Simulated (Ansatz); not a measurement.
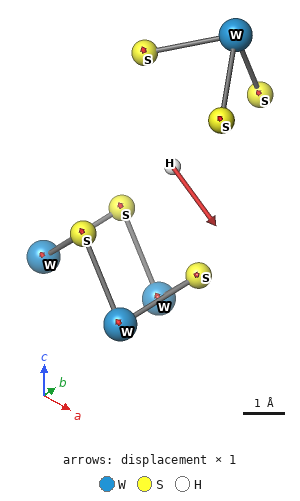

A relaxation of a defect cell of composition HW4S8 (cell charge +1). The starting structure is drawn; red arrows show the displacements, at their true length.

The picture is a ball-and-stick view of the atoms within 4.2 Å of the atom that moves most (axes of the larger cell on standard axes (2 times the calculation's cell)), seen from a free direction.

Case: H interstitial, charge +1, atoms relaxed. The atoms of the start lie slightly off their symmetric places, so part of the fall in energy undoes that.

The calculation used DFT PBE, scalar-relativistic, plane waves, PAW (Ansatz).

Input
```yaml
crystal:
  lattice:
    - [3.187747423, 5.5213404984, 0.0]
    - [6.375494846, 0.0, 0.0]
    - [3.187747423, 1.8404468328, -7.4744429926]
  atoms:
    - { symbol: W, position: [0.0006774473, 0.0006774473, 0.9979676581] }
    - { symbol: W, position: [0.0006774473, 0.5006774473, 0.9979676581] }
    - { symbol: W, position: [0.5006774473, 0.0006774473, 0.9979676581] }
    - { symbol: W, position: [0.5006774473, 0.5006774473, 0.9979676581] }
    - { symbol: S, position: [0.4040743331, 0.4040743331, 0.7877770007] }
    - { symbol: S, position: [0.4040743331, 0.9040743331, 0.7877770007] }
    - { symbol: S, position: [0.9040743331, 0.4040743331, 0.7877770007] }
    - { symbol: S, position: [0.9040743331, 0.9040743331, 0.7877770007] }
    - { symbol: S, position: [0.2639482196, 0.2639482196, 0.2081553412] }
    - { symbol: S, position: [0.2639482196, 0.7639482196, 0.2081553412] }
    - { symbol: S, position: [0.7639482196, 0.2639482196, 0.2081553412] }
    - { symbol: S, position: [0.7639482196, 0.7639482196, 0.2081553412] }
    - { symbol: H, position: [0.8232785666, 0.8377271278, 0.5043602131] }
total_charge: 1
basis:
  ecutwfc: 420
  xc_grid: 2
kpoints:
  mp_grid: { grid: [3, 3, 3], shift: [0.0, 0.0, 0.0] }
hamiltonian:
  xc: pbe
scf:
  occupations: { method: gaussian, width: 0.02 }
output:
  forces: true
  stress: false
  eigenvalues: true
relax:
  adjacent_minimum: "off"
  f_tol: 0.02
  max_steps: 60
```

Run as
```bash
ansatz run input.yaml --threads 4 --pin off --max-ram 10240MiB --backend cpu --events-out ev --progress --plain --runs-dir out
```

Which element moves most?

Answer. Hydrogen: up to 1.82 Å, against 0.18 Å for tungsten.

What did the optimiser do to the structure, and how much energy did it gain?

Answer. The atom that moves furthest is H13 (1.82 Å along [1 0 −1]). By element the largest moves are H 1.82 Å, W 0.18 Å, S 0.18 Å. The lattice vectors keep their values. Some distances before and after: S6–H13 2.775 → 1.369 Å, W3–W4 3.188 → 3.113 Å, W1–W3 3.188 → 3.263 Å, W3–S6 2.420 → 2.385 Å. New bonds form, among them: S6–H13 (2.78 → 1.37 Å). Among the angles between lasting bonds that change: W1–S6–W3 82.4° → 86.3°. The energy falls by 2.271 eV per cell of the calculation in 14 accepted moves (15 points after the start). Largest force component: 0.41 eV/Å at the start, 0.0076 eV/Å at the end. 1 step only repeated the SCF at the same geometry.

Limits of the set-up: the periodic images lie only 6.4 Å apart, so the values are limited by the cell's size; the cell is charged, on a uniform background, and energies carry no finite-size correction.
